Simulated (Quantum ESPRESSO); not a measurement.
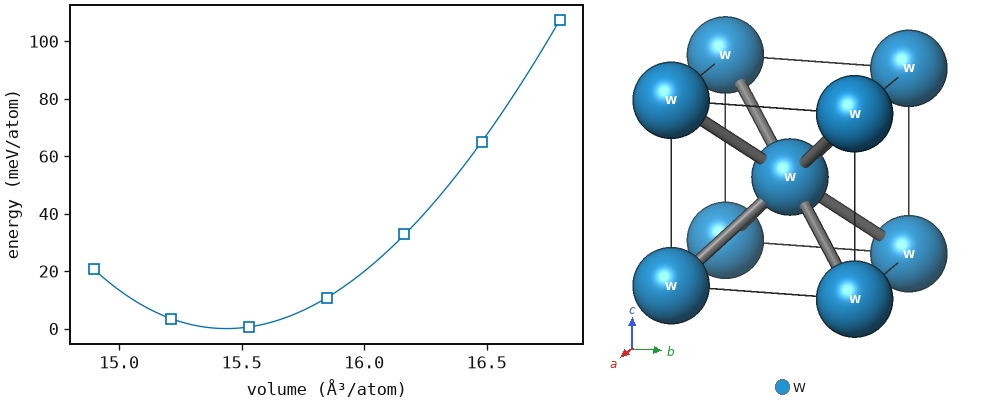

Plotted: energy against volume for W, space group Im-3m (No. 229). The conventional cell is drawn beside the plot.

Cell as given: a = 2.741 Å, b = 2.741 Å, c = 2.741 Å, α = 109.47°, β = 109.47°, γ = 109.47°; 1 atom.

How it was computed, with Quantum ESPRESSO 7.5: plane-wave DFT, no spin polarisation; energies at scaled volumes of the given cell, shape and fractions fixed, counted from the fit's minimum, third-order Birch-Murnaghan fit. Level: LDA.

```csv
setting,value
k mesh,12×12×12
occupations,Fermi–Dirac
smearing width,0.05 eV
potentials,GBRV 1.5 LDA
wave cutoff,612.3 eV
density cutoff,4898 eV
```

### Give the fitted equation-of-state parameters.

A third-order Birch–Murnaghan fit gives V0 = 15.44 Å³/atom, B0 = 330 GPa and B′ = 4.0.
